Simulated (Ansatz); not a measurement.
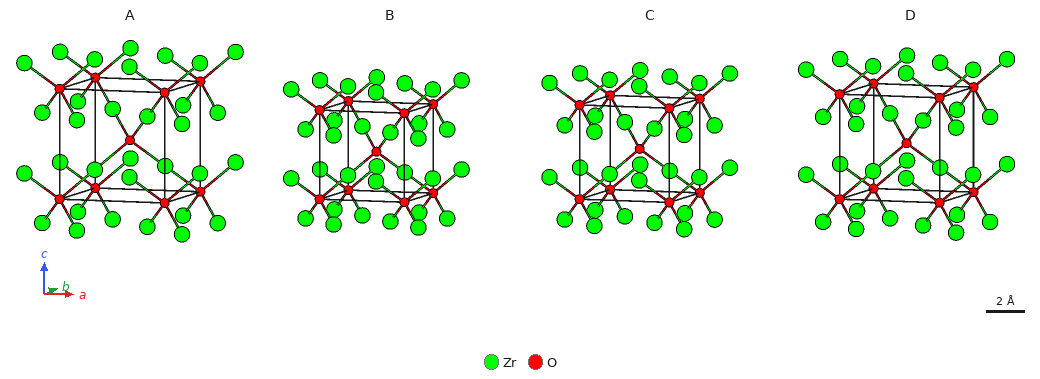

4 geometries from one relaxation of solid Zr2O (a generated structure, set up in Pn-3m) (coarse preliminary run), in shuffled order. A ball-and-stick model of the cell of the calculation, seen slightly off an axis.

Case: Pb → Zr on all its sites, cell and atoms relaxed.

These are results of DFT PBEsol, scalar-relativistic, plane waves, PAW in Ansatz 0.2.0, not measurements. Settings: plane-wave cutoff 420 eV; k-point mesh 4 × 4 × 4; occupations gaussian; smearing width 0.1 eV; no spin polarisation; cell and atoms relaxed; force threshold 0.05 eV/Å; at most 60 steps.

Order the frames from highest to lowest energy.

A, D, C, B. They are steps 0, 1, 3, 6, at +2131 meV per atom, +1403 meV per atom, +210 meV per atom relative to the last. No atom moves by more than 0.005 Å relative to the cell. The volume changes by −47.5 %, with a = b = c 5.949 → 4.801 Å (−19.3 %). Some distances before and after: Zr–Zr 4.207 → 3.395 Å, O–Zr 2.576 → 2.079 Å. The space group stays Pn-3m (No. 224). After 5 accepted moves (6 points after the start) the energy has fallen by 2131 meV per atom. All forces vanish by symmetry, so only the cell relaxes. The pressure goes from −22.83 to −0.36 GPa. At 1 point the geometry stayed and the basis and grid were re-selected for the new cell (energy shift of 2.3 meV per atom at most each time). Cost: 34 s on 1 thread of Arm Neoverse V1 (shared host), peak memory 0.42 GiB.
